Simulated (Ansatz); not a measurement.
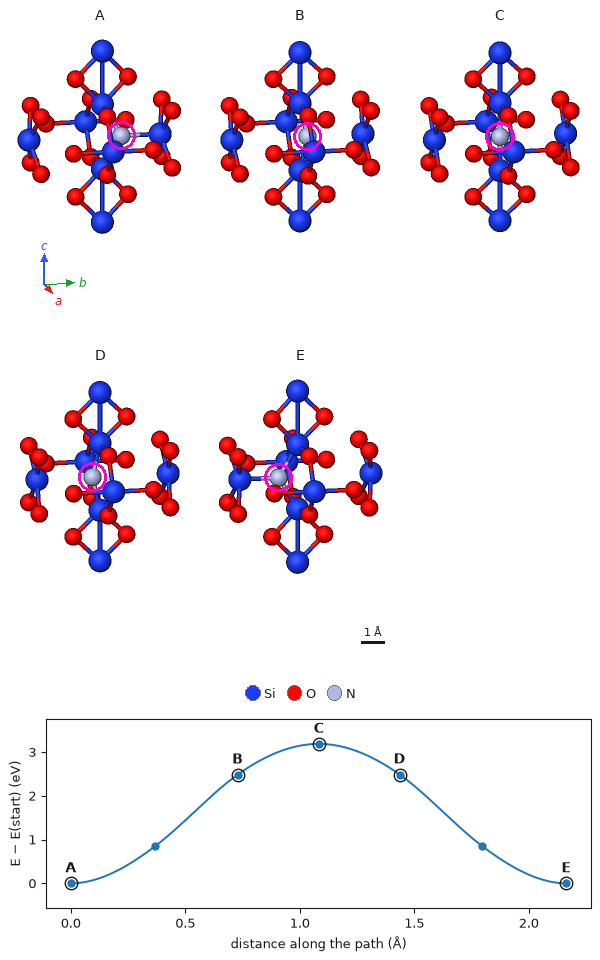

A nudged-elastic-band calculation for SiO2 with an O vacancy (23 atoms in the cell, charge +2). Images are numbered from 0 (start) to 6 (end). Frames A to E are images 0, 2, 3, 4, 6. The picture is a ball-and-stick view of the atoms within 4.0 Å of the middle of the path, seen slightly off an axis. The moving atom is ringed, with any periodic copies. Bonds to atoms that aren't drawn are left out.

Level of theory: DFT PBE, scalar-relativistic, plane waves, PAW (Ansatz). Run with plane-wave cutoff 420 eV; k-point mesh 2 × 2 × 2; Fermi-Dirac smearing 0.05 eV; spin collinear; 5 movable images; climbing image; force threshold 0.05 eV/Å; iteration limit 55; spring constant 10.0 eV/Å²; optimiser FIRE; starting path by straight interpolation.

Describe the mechanism and the energy profile.

Answer. It is a vacancy jump: a nearby atom moves into the empty site and leaves its own site empty. The N atom travels furthest, 1.92 Å from end to end, along −b, on a straight line. At the highest image its nearest neighbour (Si) is 1.53 Å away, against 1.69 Å at the start, and the surrounding atoms stand up to 0.08 Å off the mean of their end positions. Breaking: N–Si (1.75 → 4.16 Å). The barrier is about 3.19 eV in both directions, with image 3 at the top; the ends have the same energy. The band converged in 36 iterations. The climbing image converged on the top of the path. A check of its curvatures didn't confirm a first-order saddle.

Limits of the set-up: the k-point mesh is coarse for a cell with partly filled bands; the periodic images lie only 5.3 Å apart, so the values are limited by the cell's size; the cell is charged, on a uniform background, and energies carry no finite-size correction.

PAW datasets: the set soft_1.
